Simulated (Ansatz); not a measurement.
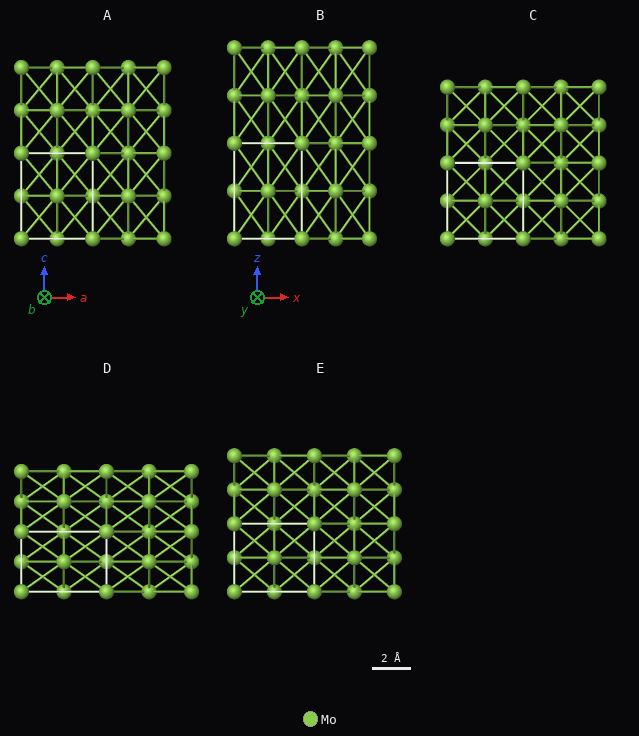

Energy scan for crystalline Mo (Fm-3m), in which the ratio of the cell's length along z to its lengths across, counted as 1 for the reference, is changed at fixed volume (a tetragonal or Bain path), with the atoms kept at their fractional coordinates. x, y and z are the Cartesian axes of the input. The picture is a ball-and-stick view of the conventional cell (4 times the calculation's cell), repeated 2 × 2 × 2 with one cell outlined, seen along the b axis. Lengths and directions refer to the drawn axes.

Theory: DFT r2SCAN, scalar-relativistic, plane waves, PAW in Ansatz 0.2.0. (plane-wave cutoff 500 eV; k-point mesh 22 × 22 × 22; occupations gaussian; smearing width 0.15 eV; no spin polarisation). Energies (free energies at the smearing named) are counted from the cell as listed in its source, which wasn't relaxed.

Order these geometries by energy, lowest first.

Answer. Lowest first: D (the relative ratio 0.707, −467 meV/atom), E (the relative ratio 0.85, −200 meV/atom), A (the relative ratio 1.20, −120 meV/atom), B (the relative ratio 1.414, −21 meV/atom), C (the relative ratio 1.00, 0 meV/atom). Over the whole scan: of the computed points the lowest is at the relative ratio 0.707, −467 meV/atom. Further local minima among the points: 1.30 (−132 meV/atom). A local maximum lies at 1.00 (0 meV/atom). The energy is still falling at the end of the range, so the minimum along this coordinate lies there or beyond. At the ends of the scan the energy is −467 meV/atom (0.707) and −21 meV/atom (1.414). The unrelaxed reference is under a pressure of −7.4 GPa. The distortion takes the space group from Fm-3m to I4/mmm, except for Im-3m at 0.707. At the relative ratio 1.414 the cell of the drawing goes a 4.030 → 3.591 Å, b 4.030 → 3.591 Å, c 4.030 → 5.077 Å.
